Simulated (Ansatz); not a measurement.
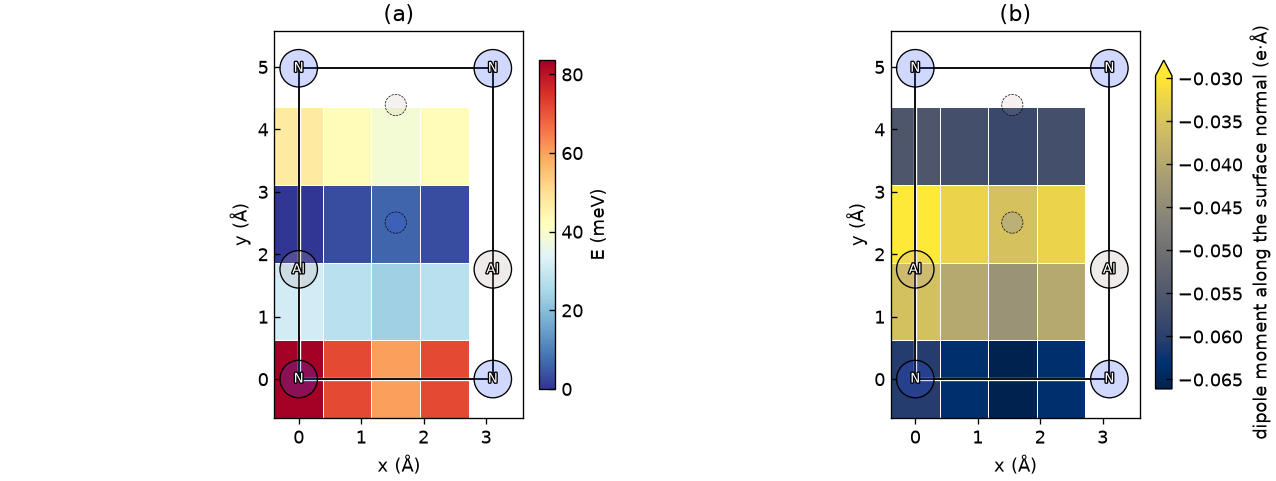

N₂ on an AlN(100) slab cut from the P6_3mc phase, its upper half relaxed before the scan (16 atoms of substrate and one adsorbate in a 2 × 1 cell). N2 is moved over the surface cell at a fixed height above a rigid substrate; the origin of the map has the adsorbate above N15; the height is held at 3.40 Å. Places are given modulo a cell vector. The map is drawn in real space over the plane of the surface. Grid: 4 × 4 points; 12 points were computed and 4 follow by symmetry. Places are given in fractions of the 1 × 1 surface cell. Energies are in meV, from the lowest grid point. At a fixed height the lowest place need not be the adsorption site. Theory: Ansatz 0.2.0, DFT PBE+D3(BJ), scalar-relativistic, plane waves, PAW. Settings: cutoff 420 eV, k-mesh 5×6×1, gaussian smearing 0.05 eV, no spin polarisation.

Panel (a) is the energy; panel (b) is the computed dipole moment along the surface normal, in e·Å.

The picture shows one coloured cell a grid point, labelled circles for the atoms of the top layer and small ones for the second layer, the outline of one cell of the plane.

Question: How does the dipole moment along the surface normal vary over the map, and what is it at the lowest grid point?

Answer: It runs from −0.07 e·Å at the trough between two rows of top atoms, over a third-layer N atom, (2/4, 0/4) of the cell vectors to −0.03 e·Å at (0/4, 2/4) of the cell vectors. At the lowest grid point, (0/4, 2/4) of the cell vectors, it is −0.03 e·Å.

```
second ↓, first →    0/4    1/4    2/4    3/4
              3/4  −0.06  −0.06  −0.06  −0.06
              2/4  −0.03  −0.03  −0.04  −0.03
              1/4  −0.04  −0.04  −0.04  −0.04
              0/4  −0.06  −0.06  −0.07  −0.06
```

PAW datasets: the set soft_1.
